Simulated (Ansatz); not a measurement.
A series of calculations on O31Ca33

**1. Relaxation**

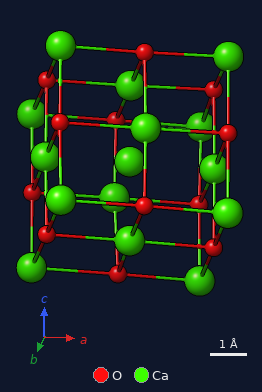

This is the input geometry for a relaxation of a defect cell of composition O31Ca33 (cell charge +2). A ball-and-stick model of the atoms within 4.2 Å of the atom that moves most (axes of the cell of the calculation (origin shifted)), seen from a free direction.

Level of theory: DFT, PBEsol, PAW, plane waves (Ansatz).

(plane-wave cutoff 420 eV; k-point mesh 1 × 1 × 1; mesh shifted by (0.25, 0.25, 0.25); no spin polarisation; atoms relaxed in a fixed cell; force threshold 0.03 eV/Å; at most 80 steps)

```
O Ca
1.0
     9.53520    0.00000    0.00000
     0.00000    9.53520    0.00000
     0.00000    0.00000    9.53520
O Ca
31 33
Direct
  0.24907 0.99976 0.00349
  0.24598 0.00176 0.50105
  0.25059 0.49809 0.00065
  0.74852 0.00258 0.00193
  0.75143 0.00243 0.50264
  0.75234 0.49907 0.99482
  0.74872 0.50424 0.49932
  0.99982 0.25090 0.00090
  0.99758 0.25331 0.50219
  0.99683 0.75090 0.99404
  0.99986 0.74808 0.49603
  0.49945 0.24615 0.00078
  0.49927 0.24920 0.50337
  0.50212 0.74683 0.00050
  0.49846 0.74901 0.49615
  0.00306 0.00077 0.25226
  0.99798 0.00199 0.74988
  0.00115 0.50404 0.25251
  0.00070 0.49916 0.74890
  0.50052 0.99972 0.24884
  0.50020 0.00025 0.75157
  0.49966 0.50162 0.24659
  0.49935 0.49742 0.75507
  0.24884 0.24830 0.24967
  0.25008 0.24979 0.74620
  0.25619 0.74872 0.25296
  0.25033 0.74966 0.74940
  0.74708 0.25121 0.24532
  0.75062 0.24745 0.74775
  0.75017 0.74947 0.24960
  0.75022 0.74831 0.75061
  0.24816 0.49756 0.50340
  0.99495 0.00151 0.00272
  0.00219 0.99772 0.49725
  0.99950 0.49948 0.99758
  0.99804 0.50345 0.50183
  0.49889 0.99544 0.99836
  0.50049 0.99720 0.49982
  0.49801 0.50032 0.99671
  0.50151 0.49762 0.49868
  0.24872 0.24676 0.99923
  0.25378 0.25147 0.50187
  0.25248 0.75018 0.99725
  0.24633 0.75224 0.49969
  0.75002 0.24893 0.99818
  0.74436 0.25340 0.49641
  0.75121 0.75124 0.00050
  0.74475 0.75356 0.49846
  0.25075 0.99817 0.25255
  0.25147 0.00100 0.75142
  0.24884 0.50286 0.25062
  0.25117 0.49764 0.74918
  0.74886 0.99989 0.24912
  0.75526 0.00170 0.74799
  0.74885 0.50172 0.25103
  0.74944 0.49715 0.74707
  0.99989 0.25011 0.25014
  0.99921 0.25011 0.74839
  0.99751 0.74664 0.25254
  0.99979 0.75074 0.75095
  0.49834 0.24862 0.24535
  0.50025 0.24784 0.75066
  0.50083 0.75139 0.25057
  0.50501 0.75074 0.74783
```

Q: Predict the outcome.

A: The atom that moves furthest is Ca32 (1.94 Å along [−1 −1 1]). Largest moves by element: Ca 1.94 Å, O 0.11 Å. The cell stays as it was. Near-neighbour distances that change, for instance: Ca32–Ca51 2.411 → 3.953 Å, Ca32–Ca58 4.082 → 2.542 Å, Ca32–Ca40 2.416 → 3.952 Å, Ca32–Ca44 2.429 → 3.952 Å. New bonds form, among them: O19–Ca32 (3.32 → 2.10 Å), O25–Ca32 (3.31 → 2.10 Å), O9–Ca32 (3.34 → 2.10 Å). The energy falls by 7.724 eV per cell of the calculation in 14 geometry steps. Largest force component: 4.4 eV/Å at the start, 0.013 eV/Å at the end.

The end point in the same view:

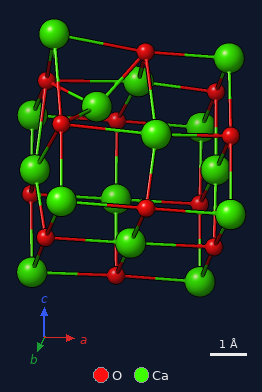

Limits of the set-up: the cell is charged, on a uniform background, and energies carry no finite-size correction.

**2. Relaxation**

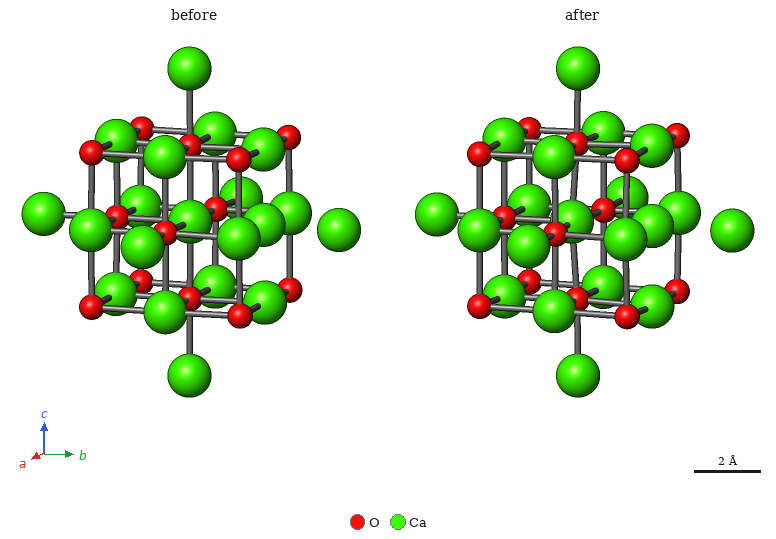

The structure of a defect cell of composition O₃₁Ca₃₃ before (left) and after (right) a relaxation, at one scale.

The picture is a ball-and-stick view of the atoms within 5.0 Å of the atom that moves most (axes of the cell of the calculation (origin shifted)), seen slightly off an axis.

Computed with DFT, PBEsol, PAW, plane waves in Ansatz. Settings: plane-wave cutoff 420 eV; k-point mesh 1 × 1 × 1; mesh shifted by (0.25, 0.25, 0.25); no spin polarisation; atoms relaxed in a fixed cell; force threshold 0.03 eV/Å; at most 80 steps.

Describe what moved and what it gained.

After 10 accepted moves (13 points after the start) the energy has fallen by 1.344 eV per cell of the calculation. Largest force component: 2.3 eV/Å at the start, 0.016 eV/Å at the end. The line search rejected the trial steps at points 8, 10, 12 of the run. The largest move is that of a Ca atom, 0.22 Å roughly along −b. By element the largest moves are Ca 0.22 Å, O 0.11 Å. The cell doesn't change. Some distances before and after: Ca–Ca 3.330 → 3.655 Å, Ca–Ca 3.352 → 3.656 Å, Ca–Ca 3.327 → 3.588 Å, Ca–Ca 3.423 → 3.666 Å. Among the angles between lasting bonds that change: Ca–O–Ca 90.3° → 102.7°, Ca–O–Ca 90.0° → 102.3°, O–Ca–O 179.6° → 167.5°.

**3. Defect**

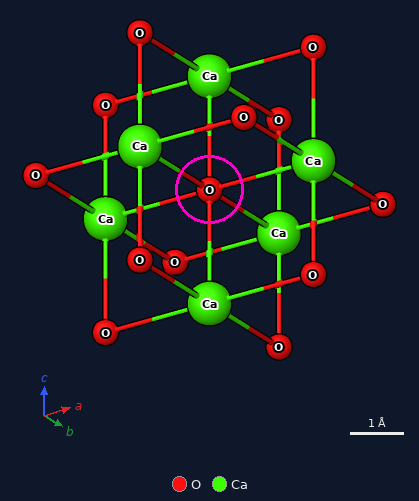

Perfect CaO. A ball-and-stick model of the atoms within 3.8 Å of one point, seen from a free direction.

Method: DFT, PBEsol, PAW, plane waves (Ansatz 0.2.0). Settings: plane-wave cutoff 420 eV; k-point mesh 1 × 1 × 1; mesh shifted by (0.25, 0.25, 0.25); collinear spin. Fermi-Dirac smearing of 0.01 eV. The axes drawn are those of the host's conventional cell.

An oxygen atom is replaced by calcium at the ringed place, in charge state 0. The supercell has 64 sites, and the atoms are relaxed at the host's cell.

How do the neighbours respond?

Answer. In the host the O atom has 6 Ca at 2.38 Å; the Ca atom ends with 6 Ca at 2.59 to 2.61 Å. Of the host's atoms, a calcium atom moves furthest from its site, by 0.23 Å. The cell's net moment is 2.00 μB.

The relaxed defect, seen from the same direction:

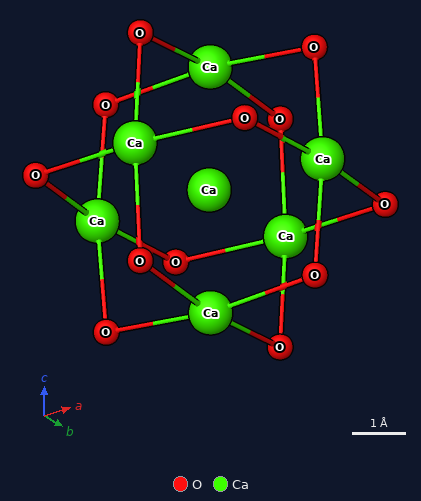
